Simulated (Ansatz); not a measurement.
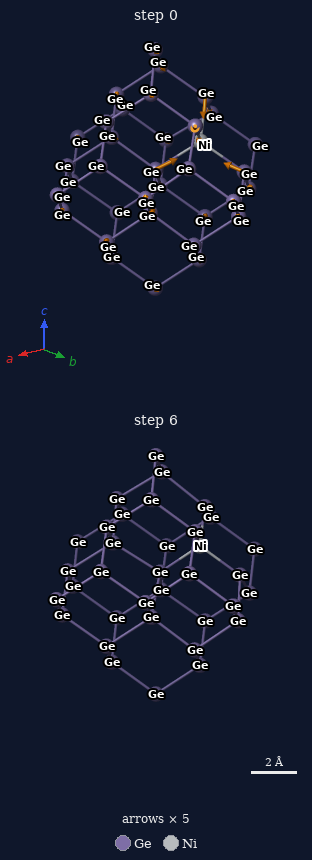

The structure of a defect cell of composition Ge63Ni (cell charge +1) before (top) and after (bottom) a relaxation, at one scale. The orange arrows give the displacements, magnified 5 times.

The picture is a ball-and-stick view of the atoms within 5.8 Å of the atom that moves most (axes of the cell of the calculation (origin shifted)), seen from a free direction.

The atoms of the start lie slightly off their symmetric places, so part of the fall in energy undoes that.

Level of theory: DFT, PBEsol, PAW, plane waves in Ansatz. Set-up: plane-wave cutoff 420 eV; k-point mesh 1 × 1 × 1; mesh shifted by (0.25, 0.25, 0.25); collinear spin; atoms relaxed in a fixed cell; force threshold 0.03 eV/Å; at most 80 steps.

### What changed between the two?

The largest move is that of a Ge atom, 0.23 Å along [−2 1 1]. Largest moves by element: Ge 0.23 Å, Ni 0.07 Å. The cell stays as it was. Near-neighbour distances that change, for instance: Ge–Ni 2.466 → 2.243 Å, Ge–Ni 2.481 → 2.274 Å, Ge–Ni 2.416 → 2.275 Å, Ge–Ge 2.401 → 2.468 Å. Among the angles between lasting bonds that change: Ge–Ge–Ni 109.7° → 118.1°, Ge–Ge–Ge 109.6° → 103.7°, Ge–Ge–Ge 108.3° → 113.1°. After 6 geometry steps the energy has fallen by 0.900 eV per cell of the calculation. Largest force component: 1.1 eV/Å at the start, 0.014 eV/Å at the end.

Limits of the set-up: the cell is charged, on a uniform background, and energies carry no finite-size correction.
